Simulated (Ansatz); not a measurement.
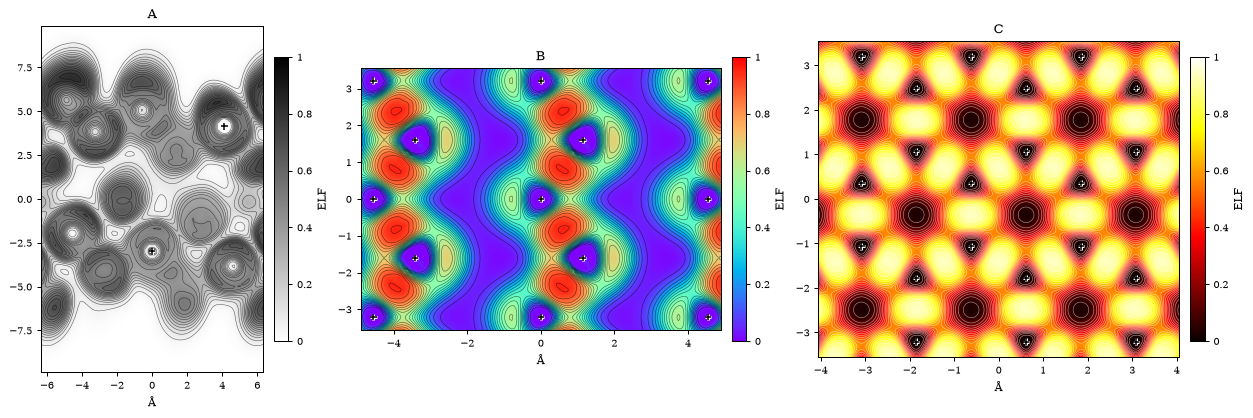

The ELF of 3 systems, each on a plane through atoms (crosses mark nuclei in the plane).

The calculation used DFT PBE, scalar-relativistic, plane waves, PAW in Ansatz.

System 1: C, the (001) plane of the conventional cell. Space group R-3m; a structure from a database of computed crystals, not necessarily the ambient phase.

```
C
1.0
     2.46659    0.00000    0.00000
    -1.23330    2.13613    0.00000
     0.00000    0.00000   53.80696
C
24
Direct
  0.00000 0.00000 0.04083
  0.66667 0.33333 0.37416
  0.33333 0.66667 0.70750
  0.66667 0.33333 0.20999
  0.33333 0.66667 0.54332
  0.00000 0.00000 0.87666
  0.66667 0.33333 0.12334
  0.33333 0.66667 0.45668
  0.00000 0.00000 0.79001
  0.00000 0.00000 0.12334
  0.66667 0.33333 0.45668
  0.33333 0.66667 0.79001
  0.66667 0.33333 0.29250
  0.33333 0.66667 0.62584
  0.00000 0.00000 0.95917
  0.33333 0.66667 0.04083
  0.00000 0.00000 0.37416
  0.66667 0.33333 0.70750
  0.00000 0.00000 0.20999
  0.66667 0.33333 0.54332
  0.33333 0.66667 0.87666
  0.33333 0.66667 0.29250
  0.00000 0.00000 0.62584
  0.66667 0.33333 0.95917
```

System 2: Bi3Te5 (slab), the (110) plane of the calculation cell, a cut from vacuum to vacuum. 

```
CELL_PARAMETERS angstrom
4.47153 0.00000 0.00000
-2.23577 9.92045 0.00000
0.00000 0.00000 26.51861
ATOMIC_POSITIONS crystal
Te 0.13003 0.26322 0.28568
Bi 0.81945 0.64064 0.30905
Te 0.52846 0.05886 0.34386
Te 0.23217 0.46657 0.35587
Bi 0.93610 0.87467 0.38726
Te 0.63614 0.27323 0.42613
Bi 0.34123 0.68269 0.45853
Te 0.04125 0.08105 0.49729
Te 0.75066 0.50277 0.50270
Bi 0.45068 0.90113 0.54146
Te 0.15578 0.31060 0.57386
Bi 0.85580 0.70915 0.61274
Te 0.55974 0.11725 0.64412
Te 0.26345 0.52496 0.65613
Bi 0.97246 0.94318 0.69094
Te 0.66188 0.32059 0.71431
```

System 3: BP, the (110) plane of the conventional cell. Space group F-43m; a structure from a database of computed crystals, not necessarily the ambient phase.

### Which map belongs to which system?

Panel A is system 2, Bi3Te5: the plane holds Bi and Te. Panel B is system 3, BP: the plane holds B and P. B–P (1.97 Å): the ELF peaks at about 0.95 between the atoms; a shared electron pair. Panel C is system 1, C: the plane holds C. C–C (1.42 Å): the ELF peaks at about 0.95 between the atoms.
